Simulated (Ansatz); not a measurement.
System: Hf.

```yaml
crystal:
  lattice:
    - [4.91922, 0.00000, 0.00000]
    - [-2.45961, 4.26017, 0.00000]
    - [0.00000, 0.00000, 3.06107]
  atoms:
    - { symbol: Hf, position: [0.66667, 0.33333, 0.50000] }
    - { symbol: Hf, position: [0.33333, 0.66667, 0.50000] }
    - { symbol: Hf, position: [0.00000, 0.00000, 0.00000] }
```

Space group P6/mmm; a structure from a database of computed crystals, not necessarily the ambient phase.

These are results of DFT PBEsol, scalar-relativistic, plane waves, PAW in Ansatz, not measurements.

**What will maps of the valence pseudo-density and electron localisation function show?**

Hf–Hf (3.06 Å): the density is about 0.2 e/Å³ at the midpoint; the ELF is about 0.25 at the midpoint: no shared electron pair shows on this line.

**Does the calculation give a band gap?**

It is metallic or semimetallic at this level of theory: no gap opens.

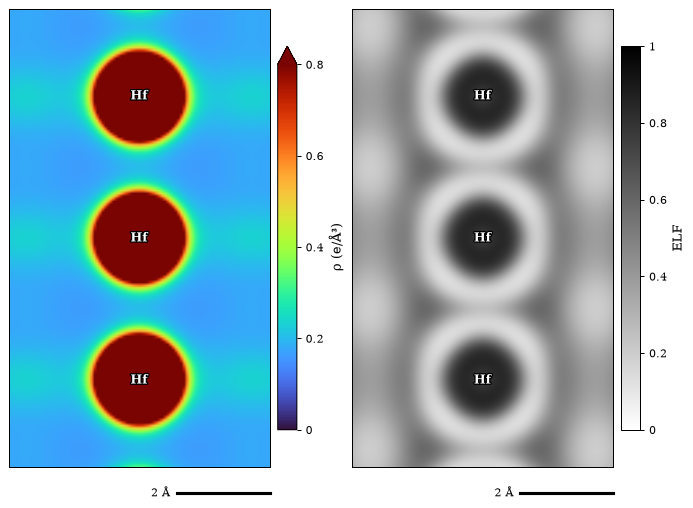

Computed valence pseudo-density and electron localisation function on the (100) plane of the conventional cell, in this order. 
